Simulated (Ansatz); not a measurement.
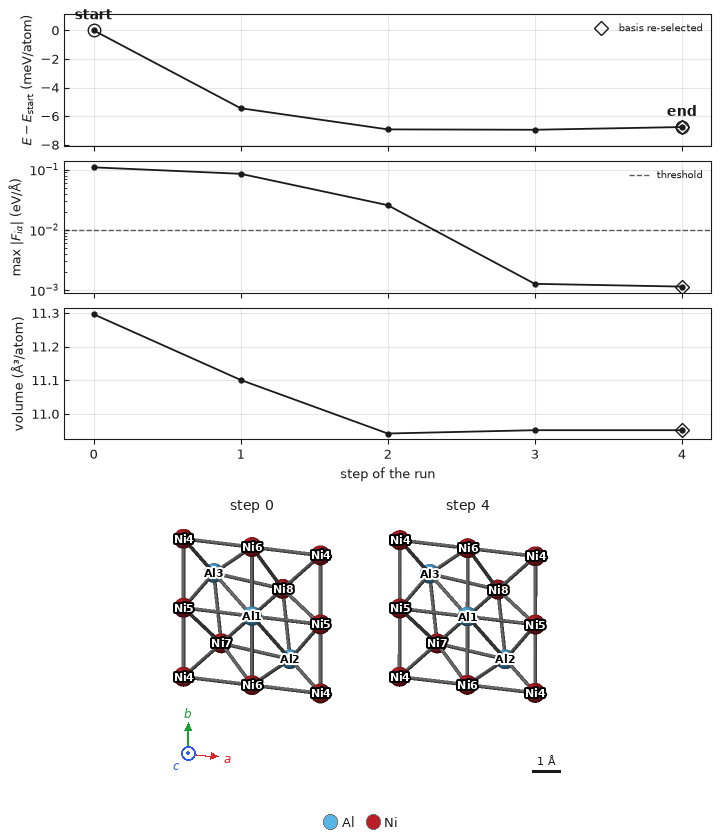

First and last geometry of a relaxation of a crystal of Al₃Ni₅ (set up in Cmmm), with the history of the run. The picture is a ball-and-stick view of the cell of the calculation, seen along the c axis.

Case: relaxed functional: LDA.

All numbers below come from Ansatz 0.2.0, DFT LDA, scalar-relativistic, plane waves, PAW. Settings: plane-wave cutoff 420 eV; k-point mesh 8 × 8 × 10; occupations gaussian; smearing width 0.1 eV; no spin polarisation; cell and atoms relaxed; force threshold 0.01 eV/Å; at most 60 steps.

Read the history and describe the run.

It converged. After 3 accepted moves (4 points after the start) the energy has fallen by 6.8 meV per atom. The largest force component goes from 0.11 to 0.0011 eV/Å. The pressure goes from −5.90 to −0.01 GPa. The SCF was repeated once at an unchanged geometry on a basis and grid sized afresh for the cell, which shifted the energy by 0.2 meV per atom at most. The largest moves relative to the cell, 0.011 Å, are those of Al2 and Al3. Al2 goes along [1 −1 0]. Largest moves by element: Al 0.011 Å, Ni 0.006 Å. The drawn cell changes as follows: a = b 4.943 → 4.894 Å (−1.0 %), c 3.725 → 3.683 Å (−1.1 %), γ 96.9° → 96.6°; the volume changes by −3.1 %. Some distances before and after: Al2–Ni4 2.480 → 2.443 Å, Ni5–Ni7 2.631 → 2.600 Å, Al1–Ni7 2.372 → 2.346 Å, Al2–Ni7 2.440 → 2.414 Å. The space group stays Cmmm (No. 65).

```csv
step,"E − E(0), meV/atom","largest force component, eV/Å","pressure, GPa","volume, Å³/atom",note
0,0.00,0.1094,-5.90,11.297,
1,-5.44,0.0855,-2.70,11.101,
2,-6.92,0.0258,0.17,10.942,
3,-6.94,0.0013,0.01,10.952,
4,-6.75,0.0011,-0.01,10.952,"same geometry, new basis"
```

Limits of the set-up: an element that often carries a moment was run without spin polarisation.
